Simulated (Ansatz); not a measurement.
# Does disorder add resistance in series? Pt(111) layers with 12.5 % Ru

Two lengths of the disordered region are known. What area resistance does the third give?

How it was computed: Ansatz 0.2.0, plane waves with PAW datasets at their recommended cutoffs (420 eV for most), Fermi-Dirac smearing; ballistic transmission by layer matching. The area resistance is RA = A (h/2e²)(1/T − 1/N), with T the zone-mean transmission per spin and N the lead's channels, both averaged over a few energies near the Fermi level; for magnets each spin is taken apart, with h/e², and the two conduct in parallel. Lateral cell 2x2, PBE, a fresh random draw for each length.

The runs, with one result withheld:

| length (Å) | channels N | RA (fΩ m²) |
| --- | --- | --- |
| 9.06 | 6.753 | 0.280 |
| 18.1 | 6.787 | 0.424 |
| 27.2 | 6.713 | ? |

**Estimate by hand.**

Ohm's law makes RA linear in the length: the slope is (0.424 − 0.280)/(18.1 − 9.06) = 0.0159 fΩ m² per Å, or 16 µΩ cm. Then 0.424 + 0.0159 × 9.06. Predicted: 0.569 fΩ m².

**The withheld run.**

0.640 fΩ m², so the prediction is 11 % too low. The three lengths together give 20 µΩ cm. The two increments are 0.14 and 0.22 fΩ m²; with one draw for each length, their difference can't be told from scatter.

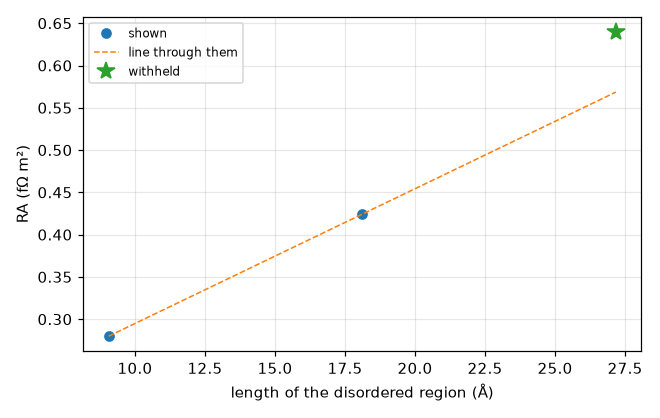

Area resistance against length.

Caveats: The scatterers repeat sideways with the small cell. The slope is a raw one; a model of isotropic scattering puts it 1.03 times the bulk value over these lengths. Atoms sit unrelaxed on the host's lattice, and the pair may not mix at random in practice. Spin-orbit coupling is left out, which matters for Pt.
